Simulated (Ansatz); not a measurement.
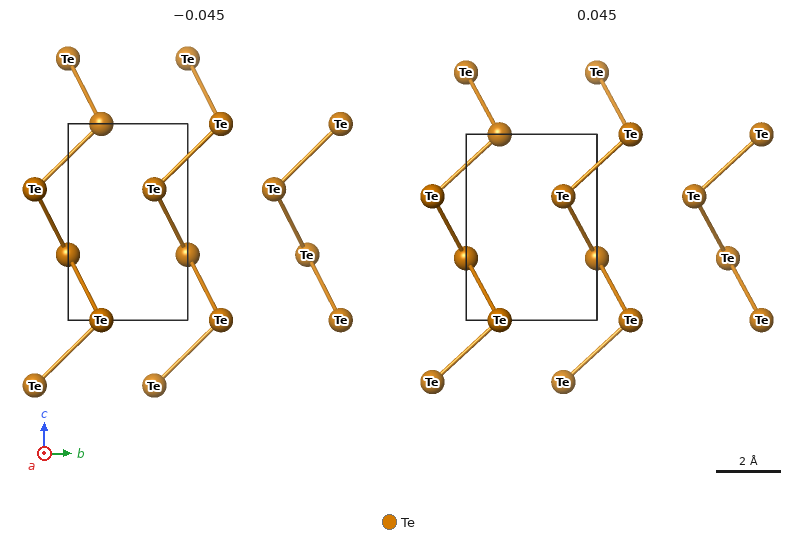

A crystal of Te (set up in P3_121), under biaxial strain in the a–b plane (c and atoms relaxed), with energies (extrapolated to zero smearing) counted from the relaxed crystal, which is the row at zero. The picture shows the first and the last member. The picture is a ball-and-stick view of the cell of the calculation, repeated 1 × 2 × 1 with one cell outlined, seen along the a axis.

Computed with Ansatz 0.2.0: DFT PBE, scalar-relativistic, plane waves, PAW. Settings: plane-wave cutoff 420 eV; k-point mesh 12 × 12 × 6; occupations gaussian; smearing width 0.01 eV; no spin polarisation; force threshold 0.008 eV/Å.

```json
{"strain": "−0.045", "energy (meV/atom)": "12.52", "a (Å)": "4.319", "c (Å)": "6.133"}
{"strain": "−0.03", "energy (meV/atom)": "5.13", "a (Å)": "4.387", "c (Å)": "6.068"}
{"strain": "−0.015", "energy (meV/atom)": "?", "a (Å)": "?", "c (Å)": "?"}
{"strain": "0.0", "energy (meV/atom)": "0.00", "a (Å)": "4.523", "c (Å)": "5.955"}
{"strain": "0.015", "energy (meV/atom)": "1.10", "a (Å)": "4.590", "c (Å)": "5.899"}
{"strain": "0.03", "energy (meV/atom)": "3.99", "a (Å)": "4.658", "c (Å)": "5.851"}
{"strain": "0.045", "energy (meV/atom)": "8.24", "a (Å)": "4.726", "c (Å)": "5.805"}
```

### One row is withheld. What does the calculation give there?

A parabola through three neighbouring rows (−0.045, −0.03, 0.0) gives, with Lagrange weights, (−0.3333)(12.52) + (1.0000)(5.13) + (0.3333)(0.00) = 0.96 meV/atom. The calculation gives 1.14 meV/atom (a = 4.455 Å, c = 6.009 Å). The estimate is 0.18 meV/atom too low. From the first member to the last: Te–Te 2.919 → 2.857 Å.

The whole series:

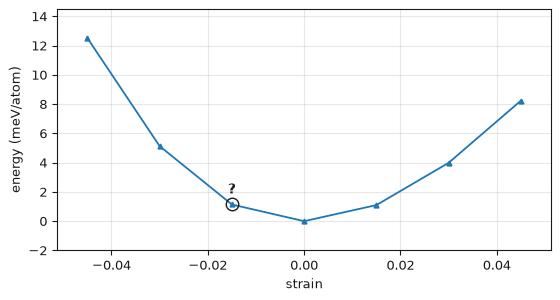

Each member starts from this one structure; whether another phase lies lower wasn't checked.
